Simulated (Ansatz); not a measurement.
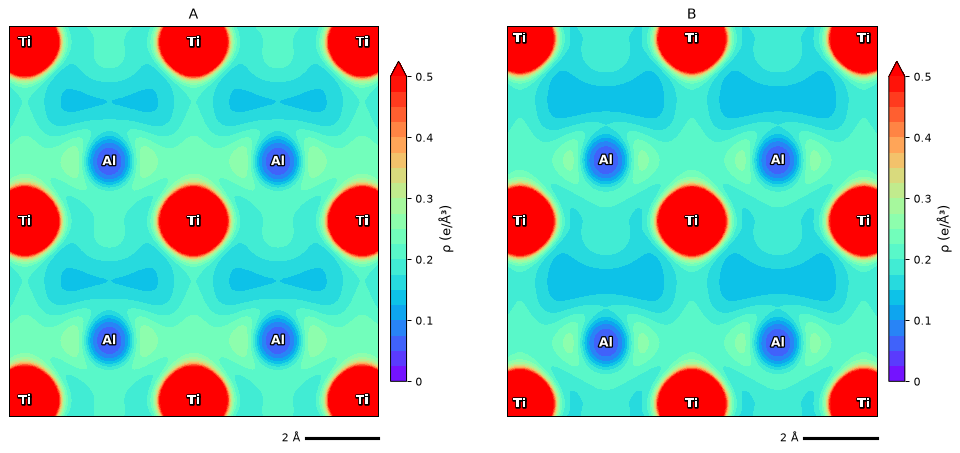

TiAl. The valence charge density (pseudo) of two cells that differ in size, on the (110) plane of each (indices in the axes of the calculation cell), at one length scale and on one colour scale; one has 16.7 and the other 17.7 Å³ an atom.

Space group P-6m2; a structure from a database of computed crystals, not necessarily the ambient phase.

These are results of Ansatz, Kohn-Sham DFT of a periodic cell, PBE0, Ansatz PAW, not measurements.

In a PAW calculation such maps are meaningful between the atoms, not at the nuclei.

The larger cell:

```yaml
crystal:
  lattice:
    - [2.92350, 0.00000, 0.00000]
    - [-1.46175, 2.53182, 0.00000]
    - [0.00000, 0.00000, 4.76983]
  atoms:
    - { symbol: Ti, position: [0.00000, 0.00000, 0.00000] }
    - { symbol: Al, position: [0.33333, 0.66667, 0.50000] }
```

The smaller cell: a = 2.867 Å, b = 2.867 Å, c = 4.678 Å, α = 90.00°, β = 90.00°, γ = 120.00°.

Which panel shows the smaller cell, and what does the compression change?

Answer. Panel A is the smaller cell, by 6 % in volume. From the larger cell to the smaller, Ti–Al goes from 2.92 to 2.87 Å, and the density at its midpoint from 0.19 to 0.21 e/Å³; the pressure goes from −7 to −1.7 GPa.
